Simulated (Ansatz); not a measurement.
## W: single-point calculation

W (slab, 4 atoms in the cell), computed with DFT PBEsol, scalar-relativistic, plane waves, PAW, PAW set soft_1, no spin polarisation (Ansatz 0.2.0).

The structure derives from an entry of the Crystallography Open Database. Figures and captions count atoms from 1; the log counts them from 0 in places.

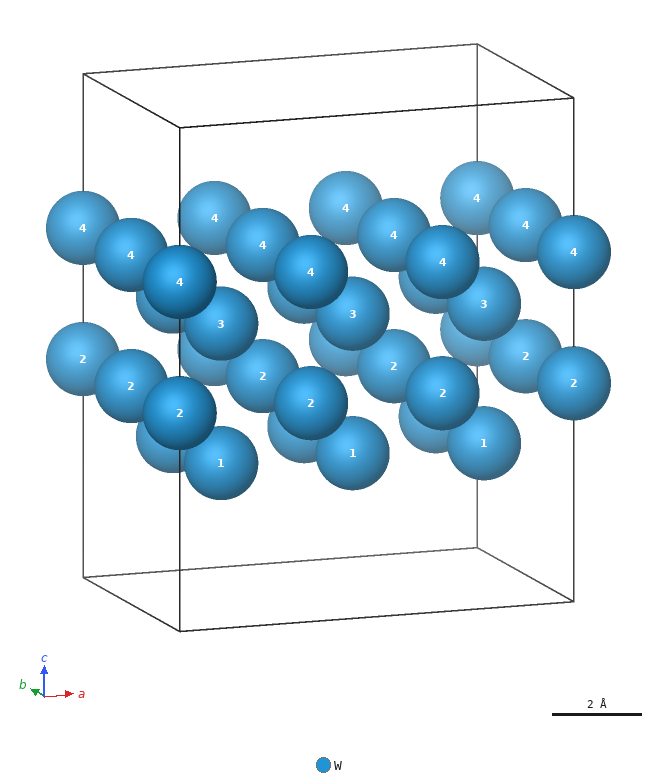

*The structure as given in the input (spheres-only view of the 3 × 2 repeat of the cell, with the vacuum cut short, seen slightly off an axis; atoms are numbered from 1 in the order of the input). An atom can appear more than once, as a periodic image.*

## Input
```yaml
crystal:
  lattice:
    - [3.1545348002, 0.0, 0.0]
    - [0.0, 3.1545348002, 0.0]
    - [0.0, 0.0, 21.5976290709]
  atoms:
    - { symbol: W, position: [0.5, 0.5, 0.1852055143] }
    - { symbol: W, position: [0.0, 0.0, 0.2582351693] }
    - { symbol: W, position: [0.5, 0.5, 0.3339290903] }
    - { symbol: W, position: [0.0, 0.0, 0.3980820785] }
basis:
  ecutwfc: 420
kpoints:
  mp_grid: { grid: [8, 8, 1] }
hamiltonian:
  xc: pbesol
  pseudopotentials: { kind: paw, azcp: { folder: soft_1 } }
scf:
  occupations: { method: gaussian, width: 0.1 }
output:
  forces: true
  eigenvalues: true
efield:
  axis: 3
  dipole_correction: true
  ramp_width: 0.04
```

Hardware: 1 thread of Arm Neoverse V1, 24 GiB of memory available, shared host.

Run as:
```bash
ansatz run input.yaml --threads 1 --pin off --max-ram 3072MiB --backend cpu --events-out ev --progress --plain --runs-dir out
```

## Log
```
Warning: [file] the record states the generating functional pbe (its physics header spells it `PBE`), which answers neither for hamiltonian.xc's functional nor for the pbesol family's — results may be inconsistent (PPs are generated against a specific XC)
Engine: ansatz 0.2.0, aarch64-unknown-linux-gnu
Pseudopotentials: kind: paw
Pseudopotential: W, paw, valence charge 14, recommended cutoff 420 eV (normal), [file]
Functional definition: PBEsol
  exchange = pbesol_x
  correlation = pbesol_c
Crystal: 4 atoms, lattice volume = 214.920 Å³
Basis set: ecut = 420 eV, 4241 PW (Γ), exchange–correlation on 48×48×300 points (8 copies of the dense FFT grid, shifted against one another)
Bands: 34, of which v1, the nominal top of the filled ones, is band 28 counted from 1 (27 counted from 0)
Symmetry: 8 space group operations
Space group: P4mm (ITA 99), of the structure as read, at distance tolerance 6.0e-5 Å
k-points: 15 of 64
Non-local potential: W, projectors of the file, l = 0: 3, l = 1: 2, l = 2: 2, l = 3: 1
PAW form: soft (Blöchl's): semilocal exchange-correlation on the pseudo side does not see the compensation charge
PAW frozen core: W, regenerated for the run's functional, and the local potential with it (the file was generated under x = pbe(κ = 0.804, μ = 0.2195149727645171), c = pbe(β = 0.06672455060314922))
PAW one-centre angular grid: W, 590 points (default); XC on 64 Gauss nodes
Initial density: superposition of atomic densities (neutral atoms: chi_scale 0, normalization atom)
Initial wavefunctions: pseudopotential atomic-orbital guess
Functional: x = pbesol(κ = 0.804, μ = 0.12345679012345678), c = pbesol(β = 0.046)
SCF iter   1: F=—  HF=-41028.451600 eV  |F-HF|=—  |Δ(HF+E_count)|=         —  Δρ=4.67e-2  dr2=3.01e1  ethr=3.10e-3  p=-0.000 e·Å  D=-1.47e-8 V/Å  ΔV_dip=0.00 eV  dr2_dipole=1.03e0  V_vac-E_F(+/−)=7.06/7.06 eV  ⟨swp⟩=8.8  Hψ=2686  notcnv=0
efield: sawtooth ramp at fractional position 0.7716 (placed from the atoms, in the widest stretch of the axis that holds none; the zero of the levels goes with the place), width 0.0400; the density the first Hamiltonian is built on has a dipole p = -0.000 e·Å; the dipole correction subtracts the counter field D = -1.47e-8 V/Å, which shifts the + side's vacuum level by +0.00 eV against the − side's; the planar-averaged density in the ramp window peaks in size at 1.0e-7 e/Å³
preconditioner: auto → LDOS  [insulator: Δε(μ)=0.125 eV  Ē_g=4.978 eV  σ=0.100 eV  W_gap=0.60  n_scr=42 (ndim 8)  ℏωp=12.4 eV  f_vac=0.596  D(μ)=3.58/eV (n_scr^D=10)  ε∞_Penn≈7.2  β→1.0]
SCF iter   2: F=—  HF=-41027.738145 eV  |F-HF|=—  |Δ(HF+E_count)|=   7.13e-1  Δρ=4.72e-2  dr2=4.07e1  ethr=3.10e-3  p=0.069 e·Å  D=5.81e-2 V/Å  ΔV_dip=-1.25 eV  dr2_dipole=6.01e-1  V_vac-E_F(+/−)=1.66/2.91 eV  ⟨swp⟩=4.9  Hψ=1403  notcnv=0  defer=20
SCF iter   3: F=—  HF=-41024.796086 eV  |F-HF|=—  |Δ(HF+E_count)|=    2.94e0  Δρ=8.61e-3  dr2=1.35e0  ethr=3.10e-3  p=0.011 e·Å  D=9.63e-3 V/Å  ΔV_dip=-0.21 eV  dr2_dipole=2.66e-3  V_vac-E_F(+/−)=4.82/5.03 eV  ⟨swp⟩=4.5  Hψ=1298  notcnv=0  defer=15
SCF iter   4: F=—  HF=-41024.690205 eV  |F-HF|=—  |Δ(HF+E_count)|=   1.06e-1  Δρ=2.49e-3  dr2=5.28e-2  ethr=2.41e-3  p=0.010 e·Å  D=8.15e-3 V/Å  ΔV_dip=-0.18 eV  dr2_dipole=4.33e-4  V_vac-E_F(+/−)=4.31/4.49 eV  ⟨swp⟩=2.1  Hψ=678  notcnv=0  defer=16
SCF iter   5: F=—  HF=-41024.684458 eV  |F-HF|=—  |Δ(HF+E_count)|=   5.75e-3  Δρ=9.94e-4  dr2=3.59e-3  ethr=9.42e-5  p=0.008 e·Å  D=7.13e-3 V/Å  ΔV_dip=-0.15 eV  dr2_dipole=9.39e-5  V_vac-E_F(+/−)=4.15/4.31 eV  ⟨swp⟩=3.1  Hψ=822  notcnv=0  defer=17
SCF iter   6: F=—  HF=-41024.685186 eV  |F-HF|=—  |Δ(HF+E_count)|=   7.28e-4  Δρ=3.05e-4  dr2=3.67e-4  ethr=6.42e-6  p=0.006 e·Å  D=5.27e-3 V/Å  ΔV_dip=-0.11 eV  dr2_dipole=2.12e-5  V_vac-E_F(+/−)=4.19/4.30 eV  ⟨swp⟩=2.2  Hψ=702  notcnv=0  defer=17
SCF iter   7: F=—  HF=-41024.685294 eV  |F-HF|=—  |Δ(HF+E_count)|=   1.08e-4  Δρ=8.05e-5  dr2=1.88e-5  ethr=6.55e-7  p=0.005 e·Å  D=4.23e-3 V/Å  ΔV_dip=-0.09 eV  dr2_dipole=5.67e-7  V_vac-E_F(+/−)=4.19/4.28 eV  ⟨swp⟩=2.4  Hψ=735  notcnv=0  defer=17
SCF iter   8: F=—  HF=-41024.685366 eV  |F-HF|=—  |Δ(HF+E_count)|=   7.23e-5  Δρ=2.55e-5  dr2=5.30e-6  ethr=3.37e-8  p=0.004 e·Å  D=3.71e-3 V/Å  ΔV_dip=-0.08 eV  dr2_dipole=5.67e-7  V_vac-E_F(+/−)=4.20/4.28 eV  ⟨swp⟩=3.3  Hψ=1010  notcnv=0  defer=17
SCF iter   9: F=—  HF=-41024.685367 eV  |F-HF|=—  |Δ(HF+E_count)|=   1.24e-6  Δρ=9.82e-6  dr2=2.01e-6  ethr=9.47e-9  p=0.004 e·Å  D=3.57e-3 V/Å  ΔV_dip=-0.08 eV  dr2_dipole=7.55e-8  V_vac-E_F(+/−)=4.20/4.28 eV  ⟨swp⟩=2.1  Hψ=651  notcnv=0  defer=17
SCF iter  10: F=-41024.685367 eV  HF=-41024.685367 eV  |F-HF|=1.45e-8  |Δ(HF+E_count)|=   3.11e-8  Δρ=2.22e-6  dr2=1.76e-8  ethr=1.79e-10  p=0.004 e·Å  D=3.54e-3 V/Å  ΔV_dip=-0.08 eV  dr2_dipole=7.87e-13  V_vac-E_F(+/−)=4.20/4.27 eV  ⟨swp⟩=12.5  Hψ=2964  notcnv=0
SCF 1 converged in 10 iterations: F = -41024.685367 eV  dr2 = 1.76e-8
  greatest PAW one-centre occupation: 0.999 electrons in one spin orbital (limit 2), on the W atom at site 2 (counted from 0), in its partial waves of l = 0
```

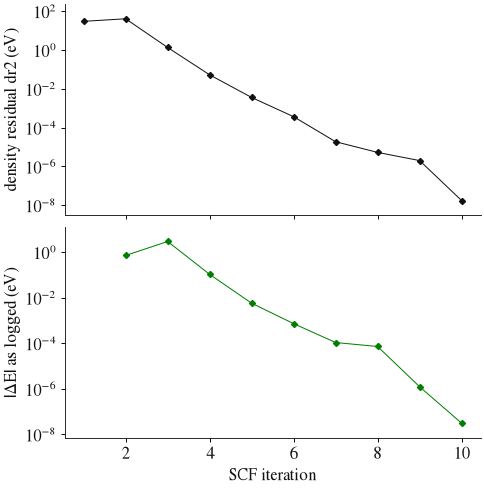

*Convergence of the self-consistent field: density residual dr2 and size of the energy change against the SCF iteration.*

The residual falls almost steadily, with no more than small rises.

```
SCF converged after 10 iterations
Free energy (F): -41024.685367 eV
Harris-Foulkes:  -41024.685367 eV  (|F-HF|=1.45e-8)
Internal energy: -41024.656918 eV  (E = F + TS)
E sigma→0 (E₀):  -41024.671143 eV
Entropy (-TS):   -0.028449 eV (-7.112 meV/atom)
Fermi energy:    3.594079 eV
Dipole field:    D = 0.003537 V/Å  (p = 0.004201 e·Å, saw-weighted, corrected)
Work function:   Φ+ = 4.1981 eV   Φ− = 4.2745 eV
Levels:          The Fermi level and band energies are counted from a zero that moves with the ramp; work functions are not
--- Per-component energies (eV) ---
  E_band       = -1360.180426
  E_kinetic    = 1681.314250
  E_local      = -54897.421137  (includes V_loc(G=0)·N_el)
  E_nonlocal   = -88.352290
  E_hartree    = 26759.387047
  E_xc         = -1057.259692
  E_vxc        = -916.113751  (∫ρ·V_xc dr)
  E_paw        = -33805.203243  (= ΣΔE_a)
  E_vpaw       = -658.360805  (= ΣTr[D̂ρ^β])
  E_aug_tail   = 0.000606  (compensation charges beyond the density's cutoff)
  E_efield     = 0.000007  (sawtooth field / dipole correction)
  E_vefield    = -0.009478  (∫n·V_field dr)
  E_ewald      = 20381.990103
  E_core_change = 0.887431  (= ΣΔE_core)
  E_smearing   = -0.028449  (= −TS)
  E_closure    = -0.000000  (closes the sum)
  Σ components = -41024.685367   (vs F -41024.685367, Δ=0.00e0)
--- Forces (eV/Å), atoms counted from 1 ---
  atom   1  W     -0.00000000     0.00000000     1.98933718
  atom   2  W      0.00000000     0.00000000    -2.03197284
  atom   3  W      0.00000000     0.00000000     0.04747169
  atom   4  W      0.00000000     0.00000000    -0.00490495
  max |Σ_I F_I| component: 6.89e-5 eV/Å
--- Band table (eV; the first three rows and the last of 15) ---
  k-point 0: bands = ["-70.1688", "-70.0822", "-70.0217", "-69.8749", "-34.6391", "-34.5871", "-34.5871", "-34.5492", "-34.3241", "-34.3241", "-34.2743", "-33.9408", "-33.9408", "-33.8589", "-33.6910", "-33.6910", "-4.7849", "-2.3764", "-1.5991", "-1.0936", "-0.2986", "0.0973", "2.8047", "2.8047", "2.9167", "2.9556", "3.2412", "3.4459", "3.4459", "3.5156", "4.4858", "4.8447", "4.8447", "5.2973"]
  k-point 1: bands = ["-70.1609", "-70.0764", "-70.0233", "-69.8818", "-34.7218", "-34.6283", "-34.5532", "-34.5036", "-34.4469", "-34.3067", "-34.1309", "-34.0314", "-33.9524", "-33.8140", "-33.7218", "-33.7084", "-4.4398", "-2.1637", "-1.3687", "-0.8602", "-0.3579", "0.3870", "2.2360", "2.2550", "2.5931", "2.9751", "3.2166", "3.6332", "3.6502", "3.9659", "3.9933", "5.1309", "5.3802", "5.6809"]
  k-point 2: bands = ["-70.1400", "-70.0639", "-70.0241", "-69.9016", "-34.8468", "-34.7489", "-34.5326", "-34.4694", "-34.4577", "-34.2585", "-34.1079", "-34.0300", "-33.9868", "-33.8362", "-33.8091", "-33.7021", "-3.5206", "-1.7987", "-0.9694", "-0.6037", "-0.1603", "1.5037", "1.5043", "1.8313", "2.1179", "2.7506", "3.0604", "3.4275", "3.6006", "4.4106", "4.6339", "4.9772", "5.4773", "6.0145"]
  k-point 14: bands = ["-70.0788", "-70.0731", "-69.9742", "-69.9475", "-34.9731", "-34.9731", "-34.6093", "-34.6093", "-34.3908", "-34.3845", "-34.1965", "-34.1964", "-34.0672", "-34.0672", "-33.7234", "-33.7234", "-1.4442", "-1.3578", "0.4291", "0.4291", "0.8636", "0.8851", "1.2043", "1.2043", "2.3433", "2.3433", "5.2657", "5.2657", "5.6092", "5.6854", "6.2956", "6.2956", "6.4900", "6.7626"]
```

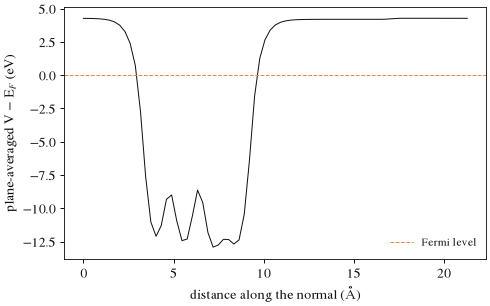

*Plane average of the electrostatic potential energy of an electron across the cell, from the Fermi level.*

The vacuum level lies 4.20 eV above the Fermi level on the upper side and 4.27 eV on the lower.

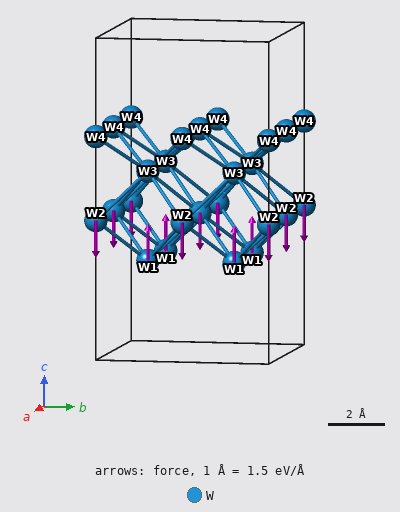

*Forces on the atoms as pink arrows (ball-and-stick view of the 2 × 2 repeat of the cell, with the vacuum cut short, seen slightly off an axis; atoms are numbered from 1 in the order of the input); the smallest are left out.*

The largest act on W2 (2.03 eV/Å); W1 (1.99 eV/Å). The geometry is not a stationary point of this energy.

## Results in brief

| quantity | value |
| --- | --- |
| outcome | converged |
| electrons treated | 56 |
| free energy | −41024.6854 eV |
| work function, top face | 4.20 eV |
| work function, bottom face | 4.27 eV |
| Fermi energy | 3.594 eV |
| gap on the k-point mesh | none (metallic) |
| work function (upper face) | 4.20 eV |
| largest force (length of the vector) | 2.032 eV/Å |
| wall time | 11 s |
| peak memory | 0.38 GiB |

## Remarks

Warnings of the run: the PAW datasets were made with another functional. Spin–orbit coupling is left out, which matters for W.
